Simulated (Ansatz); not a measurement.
System: Sr, space group Im-3m (No. 229).

Starting cell:
```xyz
1
Lattice="-2.4044 2.4044 2.4044 2.4044 -2.4044 2.4044 2.4044 2.4044 -2.4044" Properties=species:S:1:pos:R:3 pbc="T T T"
Sr    0.0000    0.0000    0.0000
```

Input of one of the runs behind the figure:
```
crystal:
  lattice:
    - [-2.4282304172, 2.4282304172, 2.4282304172]
    - [2.4282304172, -2.4282304172, 2.4282304172]
    - [2.4282304172, 2.4282304172, -2.4282304172]
  atoms:
    - { symbol: Sr, position: [0.0, 0.0, 0.0] }
basis:
  ecutwfc: 500
kpoints:
  mp_grid: { grid: [12, 12, 12] }
hamiltonian:
  xc: r2scan
scf:
  occupations: { method: gaussian, width: 0.1 }
output:
  forces: true
  stress: true
  eigenvalues: true
```

Run as:
```bash
ansatz run input.yaml --threads 1 --pin off --max-ram 2560MiB --backend cpu --events-out ev --progress --plain --runs-dir out
```

Computed with Ansatz 0.2.0: third-order Birch-Murnaghan fit to density functional energies at scaled volumes of the given relaxed cell, shape and atoms relaxed at each volume; energies count from the fitted minimum; plane waves with PAW datasets, Γ-centred k mesh. Level: r2SCAN, no spin polarisation.

- wave cutoff: 500 eV
- k mesh: 12×12×12
- occupations: Gaussian
- smearing width: 0.1 eV

The printed pressures vanish at a volume slightly off the minimum of the energy fit, as a finite basis (Pulay stress) and smearing make them.

Predict the energy above the minimum and pressure against volume. The volume takes the values 52.266, 53.934, 55.602, 57.270, 58.938 Å³/atom.

A third-order Birch–Murnaghan fit gives V0 = 55.43 Å³/atom, B0 = 10.2 GPa and B′ = 4.6. The energy above the minimum is 6.4 meV/atom at volume 52.266 Å³/atom and 6.3 meV/atom at 58.938 Å³/atom; the lowest computed point is at volume 55.602 Å³/atom (0.0 meV/atom), and no other minimum shows. The pressure falls from 0.73 GPa at volume 52.266 Å³/atom to −0.53 GPa at 58.938 Å³/atom, and changes sign near 55.7 Å³/atom. The solid is metallic at every point.

| volume (Å³/atom) | energy above the minimum (meV/atom) | pressure (GPa) |
| --- | --- | --- |
| 52.266 | 6.4 | 0.73 |
| 53.934 | 1.3 | 0.34 |
| 55.602 | 0.0 | 0.01 |
| 57.270 | 1.8 | −0.28 |
| 58.938 | 6.3 | −0.53 |

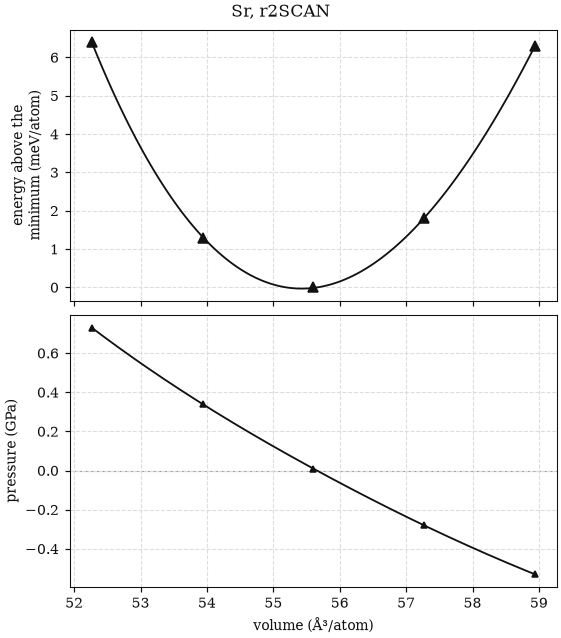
